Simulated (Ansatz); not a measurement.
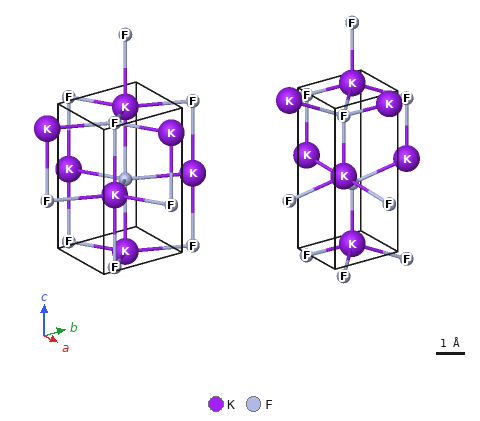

Two geometries of solid KF (a generated structure, set up in P6_3mc), drawn at one scale. One is the start of a relaxation, the other its converged end. A ball-and-stick model of the cell of the calculation, seen slightly off an axis.

Computed with DFT, PBE, PAW with Ansatz's default frozen-core files, scalar-relativistic in Ansatz 0.2.0. (plane-wave cutoff 420 eV; k-point mesh 11 × 11 × 6; occupations fermi dirac; smearing width 0.03 eV; no spin polarisation; cell and atoms relaxed; force threshold 0.005 eV/Å; at most 80 steps)

> Which of the two is the end point?

The left one is the relaxed one. Case: cell and atoms relaxed from a first guess. The largest moves relative to the cell, 0.33 Å, are those of K and F atoms. By element the largest moves are F 0.33 Å, K 0.33 Å. Cell: a = b 3.665 → 4.547 Å (+24.1 %), c 5.973 → 5.375 Å (−10.0 %). Volume +38.6 %. Near-neighbour distances that change, for instance: F–K 3.727 → 2.688 Å, F–K 2.246 → 2.688 Å, F–K 2.242 → 2.625 Å. New bonds form: F–K (3.73 → 2.69 Å). Bond angles that change, for instance: K–F–K 109.3° → 90.0°, F–K–F 109.3° → 90.0°, F–K–F 109.6° → 120.0°. The space group (tolerance 0.01 Å) goes from P6_3mc (No. 186) to P6_3/mmc (No. 194). The energy falls by 464 meV per atom in 16 accepted moves (21 points after the start). The largest force component goes from 0.018 to under 0.0001 eV/Å. The pressure goes from 22.31 to 0.01 GPa. The line search rejected the trial step at point 13 of the run. At 4 points the geometry stayed and the basis and grid were re-selected for the new cell (energy shift of 62.1 meV per atom at most each time). The run took 120 s on 1 thread of Intel(R) Xeon(R) Platinum 8559C (Emerald Rapids), on a shared host, peak memory 0.47 GiB.
